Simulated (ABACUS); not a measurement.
Run report: NaCl, band-structure run

- system: NaCl (Pm-3m, 2 atoms in the cell)
- method: Kohn-Sham DFT of a periodic cell, HCTH407, PseudoDojo NC SR 0.4.1 PBE standard, no spin polarisation (ABACUS 3.10.1)

The structure derives from a Materials Project entry. It belongs to a series of runs on one base structure; here: bands on the converged density.

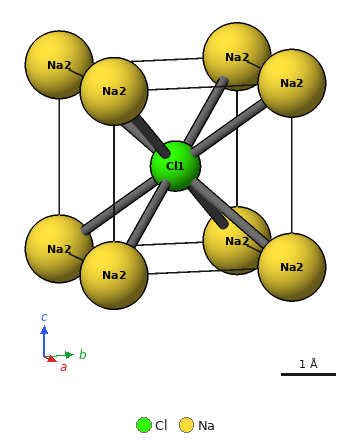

*The structure (ball-and-stick view of the cell of the calculation, seen slightly off an axis; atoms are numbered from 1 in the order of the input).*

Near neighbours in the crystal (not all of them lie inside the picture): Cl has 8 Na at 3.03 Å; Na has 8 Cl at 3.03 Å.

## The input
```
INPUT_PARAMETERS
suffix              NaCl
calculation         nscf
basis_type          pw
pseudo_dir          ./
symmetry            -1
dft_functional      GGA_XC_HCTH_407
ecutwfc             89.0
pseudo_rcut         10
nspin               1
nbands              18
ks_solver           dav
smearing_method     fd
smearing_sigma      0.00367493
scf_thr             1e-08
scf_nmax            100
mixing_type         broyden
mixing_beta         0.7
init_chg            file
pw_diag_thr         1e-07
out_band            1
kpar                4
```

## File STRU
```
ATOMIC_SPECIES
Cl 35.4500 Cl.upf
Na 22.9898 Na.upf

LATTICE_CONSTANT
1.8897261246

LATTICE_VECTORS
3.5021900000 0.0000000000 0.0000000000
0.0000000000 3.5021900000 0.0000000000
0.0000000000 0.0000000000 3.5021900000

ATOMIC_POSITIONS
Direct

Cl
0.0
1
0.5000000000 0.5000000000 0.5000000000 1 1 1

Na
0.0
1
0.0000000000 0.0000000000 0.0000000000 1 1 1
```

## File KPT
```
K_POINTS
8
Line
0.00000000 0.00000000 0.00000000 10 // G
0.00000000 0.50000000 0.00000000 10 // X
0.50000000 0.50000000 0.00000000 10 // M
0.00000000 0.00000000 0.00000000 10 // G
0.50000000 0.50000000 0.50000000 10 // R
0.00000000 0.50000000 0.00000000 1 // X
0.50000000 0.50000000 0.00000000 10 // M
0.50000000 0.50000000 0.50000000 1 // R
```

Machine: 4 threads of Intel Xeon (Sapphire Rapids), 16 GiB of memory available, shared host.

Launch command:
```bash
OMP_NUM_THREADS=1 mpirun -np 4 abacus > log
```

## Log
```
ABACUS v3.10.1

               Atomic-orbital Based Ab-initio Computation at UStc

 ------------------------------------------------------------------------------------

 READING GENERAL INFORMATION
                           global_out_dir = OUT.NaCl/
                           global_in_card = INPUT
                               pseudo_dir = ./
                              orbital_dir =
                                    DSIZE = 4
                                    GSIZE = 1

 READING UNITCELL INFORMATION
                                    ntype = 2
                  lattice constant (Bohr) = 1.88973
              lattice constant (Angstrom) = 1

 READING ATOM TYPE 1
                               atom label = Cl
                      L=0, number of zeta = 1
                      L=1, number of zeta = 1
                      L=2, number of zeta = 1
             number of atom for this type = 1

 READING ATOM TYPE 2
                               atom label = Na
                      L=0, number of zeta = 1
                      L=1, number of zeta = 1
                      L=2, number of zeta = 1
             number of atom for this type = 1

                        TOTAL ATOM NUMBER = 2
DIRECT COORDINATES
    atom                   x                   y                   z     mag                  vx                  vy                  vz
taud_Cl1            0.5000000000        0.5000000000        0.5000000000  0.0000        0.0000000000        0.0000000000        0.0000000000
taud_Na1            0.0000000000        0.0000000000        0.0000000000  0.0000        0.0000000000        0.0000000000        0.0000000000

                          Volume (Bohr^3) = 289.878
                             Volume (A^3) = 42.9555

 Lattice vectors: (Cartesian coordinate: in unit of a_0)
             +3.50219                  +0                  +0
                   +0            +3.50219                  +0
                   +0                  +0            +3.50219
 Reciprocal vectors: (Cartesian coordinate: in unit of 2 pi/a_0)
            +0.285536                  -0                  +0
                   -0           +0.285536                  -0
                   +0                  -0           +0.285536
 The esolver type has been set to : ksdft_pw

                PAO radial cut off (Bohr) = 10

 Read in pseudopotential file is Cl.upf
                     pseudopotential type = NC
          exchange-correlation functional = PBE
                 nonlocal core correction = 1
                        valence electrons = 7
                                     lmax = 2
                           number of zeta = 2
                     number of projectors = 6
                           L of projector = 0
                           L of projector = 0
                           L of projector = 1
                           L of projector = 1
                           L of projector = 2
                           L of projector = 2
 XC functional updated to : GGA_XC_HCTH_407
          exchange-correlation functional = GGA_XC_HCTH_407
                PAO radial cut off (Bohr) = 10

 Read in pseudopotential file is Na.upf
                     pseudopotential type = NC
          exchange-correlation functional = PBE
                 nonlocal core correction = 0
                        valence electrons = 9
                                     lmax = 1
                           number of zeta = 3
                     number of projectors = 4
                           L of projector = 0
                           L of projector = 0
                           L of projector = 1
                           L of projector = 1
 XC functional updated to : GGA_XC_HCTH_407
          exchange-correlation functional = GGA_XC_HCTH_407
     initial pseudo atomic orbital number = 9

 SETUP THE ELECTRONS NUMBER
            electron number of element Cl = 7
      total electron number of element Cl = 7
            electron number of element Na = 9
      total electron number of element Na = 9
            AUTOSET number of electrons:  = 16
                           occupied bands = 8
                                   NBANDS = 18
                                   NLOCAL = 18

%%%%%%%%%%%%%%%%%%%%%%%%%%%%%%%%%%%%%%%%%%%%%%%%%%%%%%%%%%%%%%%%%%%%%%%%%%%%%%%%%%%%%%%%%%%%%%%%%%%%%%%%%%
 Warning: the number of valence electrons in pseudopotential > 1 for Na: [Ne] 3s1
 Pseudopotentials with additional electrons can yield (more) accurate outcomes, but may be less efficient.
 If you're confident that your chosen pseudopotential is appropriate, you can safely ignore this warning.
%%%%%%%%%%%%%%%%%%%%%%%%%%%%%%%%%%%%%%%%%%%%%%%%%%%%%%%%%%%%%%%%%%%%%%%%%%%%%%%%%%%%%%%%%%%%%%%%%%%%%%%%%%

 SETUP THE PLANE WAVE BASIS
 energy cutoff for charge/potential (unit:Ry) = 356
            fft grid for charge/potential = [ 40, 40, 40 ]
                        fft grid division = [ 1, 1, 1 ]
        big fft grid for charge/potential = [ 40, 40, 40 ]
                                     nbxx = 64000
                                     nrxx = 64000

 SETUP PLANE WAVES FOR CHARGE/POTENTIAL
                    number of plane waves = 32795
                         number of sticks = 1237

 PARALLEL PW FOR CHARGE/POTENTIAL
     PROC   COLUMNS(POT)             PW
        1           1237          32795
 --------------- sum -------------------
        1           1237          32795
                            number of |g| = 331
                                  max |g| = 32.1231
                                  min |g| = 0

----------- Double Check Mixing Parameters Begin ------------
mixing_type: broyden
mixing_beta: 0.7
mixing_gg0: 1
mixing_gg0_min: 0.1
mixing_ndim: 8
----------- Double Check Mixing Parameters End ------------

 SETUP K-POINTS
                                    nspin = 1
                                   nkstot = 62
K-POINTS DIRECT COORDINATES
 KPOINTS    DIRECT_X    DIRECT_Y    DIRECT_Z  WEIGHT
       1  0.00000000  0.00000000  0.00000000  1.0000
       2  0.00000000  0.05000000  0.00000000  1.0000
       3  0.00000000  0.10000000  0.00000000  1.0000
       4  0.00000000  0.15000000  0.00000000  1.0000
       5  0.00000000  0.20000000  0.00000000  1.0000
       6  0.00000000  0.25000000  0.00000000  1.0000
       7  0.00000000  0.30000000  0.00000000  1.0000
       8  0.00000000  0.35000000  0.00000000  1.0000
       9  0.00000000  0.40000000  0.00000000  1.0000
      10  0.00000000  0.45000000  0.00000000  1.0000
      11  0.00000000  0.50000000  0.00000000  1.0000
      12  0.05000000  0.50000000  0.00000000  1.0000
      13  0.10000000  0.50000000  0.00000000  1.0000
      14  0.15000000  0.50000000  0.00000000  1.0000
      15  0.20000000  0.50000000  0.00000000  1.0000
      16  0.25000000  0.50000000  0.00000000  1.0000
      17  0.30000000  0.50000000  0.00000000  1.0000
      18  0.35000000  0.50000000  0.00000000  1.0000
      19  0.40000000  0.50000000  0.00000000  1.0000
      20  0.45000000  0.50000000  0.00000000  1.0000
      21  0.50000000  0.50000000  0.00000000  1.0000
      22  0.45000000  0.45000000  0.00000000  1.0000
      23  0.40000000  0.40000000  0.00000000  1.0000
      24  0.35000000  0.35000000  0.00000000  1.0000
      25  0.30000000  0.30000000  0.00000000  1.0000
      26  0.25000000  0.25000000  0.00000000  1.0000
      27  0.20000000  0.20000000  0.00000000  1.0000
      28  0.15000000  0.15000000  0.00000000  1.0000
      29  0.10000000  0.10000000  0.00000000  1.0000
      30  0.05000000  0.05000000  0.00000000  1.0000
[... 32 further k points ...]

           k-point number in this process = 16
       minimum distributed K point number = 15

[... K-POINTS CARTESIAN COORDINATES: 16 rows ...]

[... K-POINTS DIRECT COORDINATES: 16 rows ...]

 SETUP PLANE WAVES FOR WAVE FUNCTIONS
     energy cutoff for wavefunc (unit:Ry) = 89
              fft grid for wave functions = [ 40, 40, 40 ]
                    number of plane waves = 4945
                         number of sticks = 349

 PARALLEL PW FOR WAVE FUNCTIONS
     PROC   COLUMNS(POT)             PW
        1            349           4945
 --------------- sum -------------------
        1            349           4945

 SETUP NONLOCAL PSEUDOPOTENTIALS IN PLANE WAVE BASIS
 Cl non-local projectors:
 projector 1 L=0
 projector 2 L=0
 projector 3 L=1
 projector 4 L=1
 projector 5 L=2
 projector 6 L=2
 Na non-local projectors:
 projector 1 L=0
 projector 2 L=0
 projector 3 L=1
 projector 4 L=1
      TOTAL NUMBER OF NONLOCAL PROJECTORS = 26

 Init Non-Local PseudoPotential table :
 Init Non-Local-Pseudopotential done.

                                     npwx = 4116

 Make real space PAO into reciprocal space.
       max mesh points in Pseudopotential = 1001
     dq(describe PAO in reciprocal space) = 0.01
                                    max q = 1136

 number of pseudo atomic orbitals for Cl is 2

 number of pseudo atomic orbitals for Na is 3
WARNING: norm of atomic wavefunction # 3 of atomic type Na is 0.996862, renormalized

 -------------------------------------------
 NONSELF-CONSISTENT
 -------------------------------------------
                                 init_chg = file
 try to read charge from file
 Read in the charge density: OUT.NaCl//NaCl-CHARGE-DENSITY.restart

 PW ALGORITHM --------------- ION=   1  ELEC=   1--------------------------------
 k(1/62) Iter steps (avg)=17 threshold=1e-07
 k(2/62) Iter steps (avg)=20 threshold=1e-07
 k(3/62) Iter steps (avg)=15 threshold=1e-07
 k(4/62) Iter steps (avg)=13 threshold=1e-07
 k(5/62) Iter steps (avg)=13 threshold=1e-07
 k(6/62) Iter steps (avg)=13 threshold=1e-07
 k(7/62) Iter steps (avg)=12 threshold=1e-07
 k(8/62) Iter steps (avg)=12 threshold=1e-07
 k(9/62) Iter steps (avg)=13 threshold=1e-07
 k(10/62) Iter steps (avg)=13 threshold=1e-07
 k(11/62) Iter steps (avg)=17 threshold=1e-07
 k(12/62) Iter steps (avg)=16 threshold=1e-07
 k(13/62) Iter steps (avg)=19 threshold=1e-07
 k(14/62) Iter steps (avg)=16 threshold=1e-07
 k(15/62) Iter steps (avg)=17 threshold=1e-07
 k(16/62) Iter steps (avg)=15 threshold=1e-07
[... levels at 16 k points of this process ...]

 Density error is 0.00000000000
                          Error Threshold = 1.00000000000e-07
----------------------------------------------------------
     Energy           Rydberg                 eV
----------------------------------------------------------
 E_KohnSham     -125.1681538540      -1703.0001005548
 E_KS(sigma->0) -125.1681538540      -1703.0001005548
 E_Harris       -125.1681538540      -1703.0001005548
 E_band         -17.3564733204       -236.1469343425
 E_one_elec     -70.5250505951       -959.5425398320
 E_Hartree      40.0461556004        544.8558991603
 E_xc           -23.6889824876       -322.3051416529
 E_Ewald        -71.0002763717       -966.0083182301
 E_entropy(-TS) 0.0000000000         0.0000000000
 E_descf        0.0000000000         0.0000000000
 E_exx          0.0000000000         0.0000000000
 E_Fermi        0.3007006188         4.0912418075
----------------------------------------------------------

 charge density convergence is achieved
 final etot is -1703.0001006 eV
 EFERMI = 4.0912418075 eV

 STATE ENERGY(eV) AND OCCUPATIONS    NSPIN == 1
 1/16 kpoint (Cartesian) = 0.0000 0.0000 0.0000 (4067 pws)
       1       -48.8117      0.0322581
       2       -20.5050      0.0322581
       3       -20.5050      0.0322581
       4       -20.5050      0.0322581
       5       -11.1219      0.0322581
       6        1.74973      0.0322581
       7        1.74973      0.0322581
       8        1.74973      0.0322581
       9        6.91442    9.70058e-27
      10        11.3515    2.79757e-65
      11        11.3515    2.79756e-65
      12        17.9247        0.00000
      13        17.9247        0.00000
      14        17.9247        0.00000
      15        18.4942        0.00000
      16        18.4942        0.00000
      17        18.4942        0.00000
      18        22.3500        0.00000

 2/16 kpoint (Cartesian) = 0.0000 0.014277 0.0000 (4083 pws)
       1       -48.8116      0.0322581
       2       -20.5058      0.0322581
       3       -20.5049      0.0322581
       4       -20.5049      0.0322581
       5       -11.1143      0.0322581
       6        1.67201      0.0322581
       7        1.75486      0.0322581
       8        1.75486      0.0322581
       9        6.98792    2.23072e-27
      10        11.3772    1.67276e-65
      11        11.4081    9.02663e-66
      12        17.5567        0.00000
      13        17.5567        0.00000
      14        17.9406        0.00000
      15        18.3972        0.00000
      16        18.8369        0.00000
      17        18.8369        0.00000
      18        21.9796        0.00000

 3/16 kpoint (Cartesian) = 0.0000 0.028554 0.0000 (4064 pws)
       1       -48.8115      0.0322581
       2       -20.5082      0.0322581
       3       -20.5047      0.0322581
       4       -20.5047      0.0322581
       5       -11.0923      0.0322581
       6        1.45825      0.0322581
       7        1.76982      0.0322581
       8        1.76982      0.0322581
       9        7.19102    3.83950e-29
      10        11.4539    3.60703e-66
      11        11.5667    3.78005e-67
      12        17.0010        0.00000
      13        17.0010        0.00000
      14        17.9875        0.00000
      15        18.1564        0.00000
      16        19.3192        0.00000
      17        19.3192        0.00000
      18        21.2075        0.00000

 4/16 kpoint (Cartesian) = 0.0000 0.042830 0.0000 (4076 pws)
       1       -48.8114      0.0322581
       2       -20.5119      0.0322581
       3       -20.5044      0.0322581
       4       -20.5044      0.0322581
       5       -11.0575      0.0322581
       6        1.15349      0.0322581
       7        1.79334      0.0322581
       8        1.79334      0.0322581
       9        7.48521    1.06902e-31
      10        11.5802    2.88619e-67
      11        11.7918    4.18792e-69
      12        16.4461        0.00000
      13        16.4461        0.00000
      14        17.8820        0.00000
      15        18.0628        0.00000
      16        19.7607        0.00000
      17        19.7607        0.00000
      18        20.3453        0.00000

 5/16 kpoint (Cartesian) = 0.0000 0.057107 0.0000 (4096 pws)
       1       -48.8112      0.0322581
       2       -20.5166      0.0322581
       3       -20.5040      0.0322581
       4       -20.5040      0.0322581
       5       -11.0130      0.0322581
       6       0.806197      0.0322581
       7        1.82333      0.0322581
       8        1.82333      0.0322581
       9        7.83365    1.00566e-34
      10        11.7533    9.05687e-69
      11        12.0193    4.43155e-71
      12        15.9260        0.00000
      13        15.9260        0.00000
      14        17.6947        0.00000
      15        18.1620        0.00000
      16        19.4915        0.00000
      17        20.1430        0.00000
      18        20.1430        0.00000

 6/16 kpoint (Cartesian) = 0.0000 0.071384 0.0000 (4100 pws)
       1       -48.8110      0.0322581
       2       -20.5217      0.0322581
       3       -20.5035      0.0322581
       4       -20.5035      0.0322581
       5       -10.9626      0.0322581
       6       0.456492      0.0322581
       7        1.85707      0.0322581
       8        1.85707      0.0322581
       9        8.21163    5.24039e-38
      10        11.9683    1.22932e-70
      11        12.1645    2.42770e-72
      12        15.4595        0.00000
      13        15.4595        0.00000
      14        17.7062        0.00000
      15        18.2784        0.00000
      16        18.6824        0.00000
      17        20.4675        0.00000
      18        20.4675        0.00000

[... levels at 10 further k points ...]

 --------------------------------------------
 !FINAL_ETOT_IS -1703.000100554759 eV
 --------------------------------------------

 Output bands in file: OUT.NaCl/BANDS_1.dat
```

## Standard output
```
ABACUS v3.10.1

               Atomic-orbital Based Ab-initio Computation at UStc

 dft_functional readin is: GGA_XC_HCTH_407
 dft_functional in pseudopot file is: PBE
 Please make sure this is what you need
 dft_functional readin is: GGA_XC_HCTH_407
 dft_functional in pseudopot file is: PBE
 Please make sure this is what you need

%%%%%%%%%%%%%%%%%%%%%%%%%%%%%%%%%%%%%%%%%%%%%%%%%%%%%%%%%%%%%%%%%%%%%%%%%%%%%%%%%%%%%%%%%%%%%%%%%%%%%%%%%
 Warning: the number of valence electrons in pseudopotential > 1 for Na: [Ne] 3s1
 Pseudopotentials with additional electrons can yield (more) accurate outcomes, but may be less efficient.
 If you're confident that your chosen pseudopotential is appropriate, you can safely ignore this warning.
%%%%%%%%%%%%%%%%%%%%%%%%%%%%%%%%%%%%%%%%%%%%%%%%%%%%%%%%%%%%%%%%%%%%%%%%%%%%%%%%%%%%%%%%%%%%%%%%%%%%%%%%%

 UNIFORM GRID DIM        : 40 * 40 * 40
 UNIFORM GRID DIM(BIG)   : 40 * 40 * 40
func,idGGA_XC_HCTH_407 164
 ---------------------------------------------------------
 ---------------------------------------------------------
 SPIN    KPOINTS         PROCESSORS  THREADS
 1       62              4           4
 ---------------------------------------------------------
 Use plane wave basis
 ---------------------------------------------------------
 ELEMENT NATOM       XC
 Cl      1
 Na      1
 ---------------------------------------------------------
 Initial plane wave basis and FFT box
 ---------------------------------------------------------
 -------------------------------------------
 NONSELF-CONSISTENT :
 -------------------------------------------
 START CHARGE      : file
 ITER       ETOT/eV          EDIFF/eV         DRHO     TIME/s
 DA1     -1.70300010e+03   0.00000000e+00   0.0000e+00   4.57
```

## Key numbers

```json
{"quantity": "outcome", "value": "converged"}
{"quantity": "space group (tolerance 0.01 Å)", "value": "Pm-3m (221)"}
{"quantity": "electrons treated", "value": "16"}
{"quantity": "Fermi energy of the self-consistent step", "value": "4.091 eV"}
{"quantity": "gap on the band path", "value": "4.71 eV"}
{"quantity": "wall time", "value": "5.1 s (CPU time 20 s)"}
{"quantity": "peak memory", "value": "0.4 GiB"}
```
